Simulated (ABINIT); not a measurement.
**Geometry relaxation, with input and output: TiAl$_{3}$ (part 3 of 3)**

Continued. System: TiAl$_{3}$ (I4/mmm, 4 atoms in the cell). Method: Kohn-Sham DFT of a periodic cell, LDA, JTH PAW LDA v2.0, no spin polarisation (ABINIT 10.8.3); cutoff 408.17 eV, 10×10×10 k-mesh, fermi-dirac of 0.05 eV. The structure derives from a Materials Project entry.

Geometry of the input (Å; fractional positions):
```
-1.9111  1.9111  4.2807
1.9111  -1.9111  4.2807
1.9111  1.9111  -4.2807
Ti 0.0000  0.0000  0.0000
Al 0.2500  0.7500  0.5000
Al 0.7500  0.2500  0.5000
Al 0.5000  0.5000  0.0000
```

Trajectory as extended XYZ (Å, eV, eV/Å), 4 frames, from step=0 to step=3:
```
4
Lattice="-1.9111 1.9111 4.2807 1.9111 -1.9111 4.2807 1.9111 1.9111 -4.2807" Properties=species:S:1:pos:R:3:forces:R:3 step=0 energy=-1773.63331
Ti    0.0000    0.0000    0.0000    0.0000   0.0000   0.0000
Al    1.9111    0.0000    2.1403    0.0000   0.0000   0.0000
Al    0.0000    1.9111    2.1403    0.0000   0.0000   0.0000
Al    0.0000    0.0000    4.2807    0.0000   0.0000   0.0000
4
Lattice="-1.9042 1.9042 4.2671 1.9042 -1.9042 4.2671 1.9042 1.9042 -4.2671" Properties=species:S:1:pos:R:3:forces:R:3 step=1 energy=-1773.64488
Ti    0.0000    0.0000    0.0000    0.0000   0.0000   0.0000
Al    1.9042    0.0000    2.1335    0.0000   0.0000   0.0000
Al    0.0000    1.9042    2.1335    0.0000   0.0000   0.0000
Al    0.0000    0.0000    4.2671    0.0000   0.0000   0.0000
4
Lattice="-1.8902 1.8902 4.2394 1.8902 -1.8902 4.2394 1.8902 1.8902 -4.2394" Properties=species:S:1:pos:R:3:forces:R:3 step=2 energy=-1773.65410
Ti    0.0000    0.0000    0.0000    0.0000   0.0000   0.0000
Al    1.8902    0.0000    2.1197    0.0000   0.0000   0.0000
Al    0.0000    1.8902    2.1197    0.0000   0.0000   0.0000
Al    0.0000    0.0000    4.2394    0.0000   0.0000   0.0000
4
Lattice="-1.8907 1.8907 4.2405 1.8907 -1.8907 4.2405 1.8907 1.8907 -4.2405" Properties=species:S:1:pos:R:3:forces:R:3 step=3 energy=-1773.65412
Ti    0.0000    0.0000    0.0000    0.0000   0.0000   0.0000
Al    1.8907    0.0000    2.1202    0.0000   0.0000   0.0000
Al    0.0000    1.8907    2.1202    0.0000   0.0000   0.0000
Al    0.0000    0.0000    4.2405    0.0000   0.0000   0.0000
```

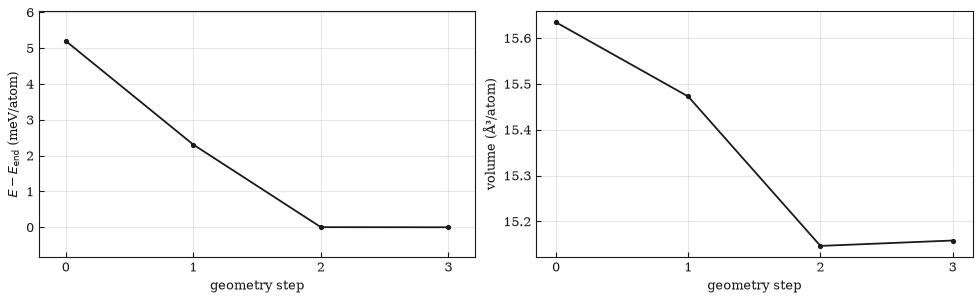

**Figure 1.** Progress of the relaxation, step by step (steps are counted from 0).

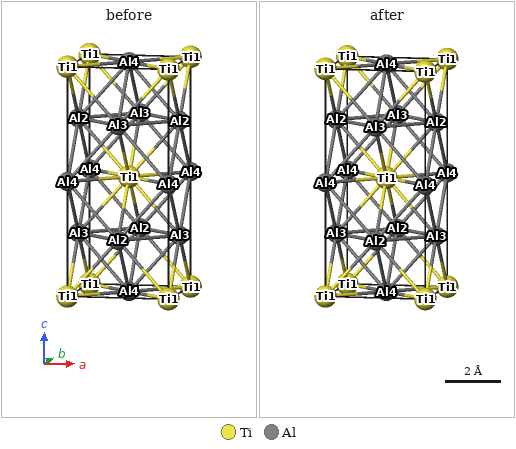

**Figure 2.** Before (left) and after (right) the relaxation, at one scale (ball-and-stick view of the cell 2 times as large as that of the calculation, set on its symmetry axes, seen slightly off an axis). No atom moves by more than 0.005 Å relative to the cell. The volume changes by −3.0 %, with a = b 3.822 → 3.781 Å (−1.1 %), c 8.561 → 8.481 Å (−0.9 %). Distances before and after: Al2–Al3 2.703 → 2.674 Å, Ti1–Al4 2.703 → 2.674 Å, Al2–Al4 2.869 → 2.841 Å, Ti1–Al2 2.869 → 2.841 Å. The space group stays I4/mmm (No. 139). After 3 geometry steps the energy has fallen by 5.2 meV per atom. All forces vanish by symmetry, so only the cell relaxes. (Atoms are counted from 1 in the order of the input.)

Key numbers:

| quantity | value |
| --- | --- |
| outcome | converged |
| space group (tolerance 0.01 Å) | I4/mmm (139) |
| electrons treated | 21 |
| free energy | −1773.6541 eV |
| Fermi energy | 9.134 eV |
| gap on the k-point mesh | none (metallic) |
| pressure | 0.00 GPa |
| final volume | 60.63 Å³ |
| largest force (length of the vector) at the end | under 0.001 eV/Å |
| final cell | a = 5.013 Å, b = 5.013 Å, c = 5.013 Å, α = 135.69°, β = 135.69°, γ = 64.47° |
| wall time | 7.3 min |
| peak memory | 0.19 GiB |
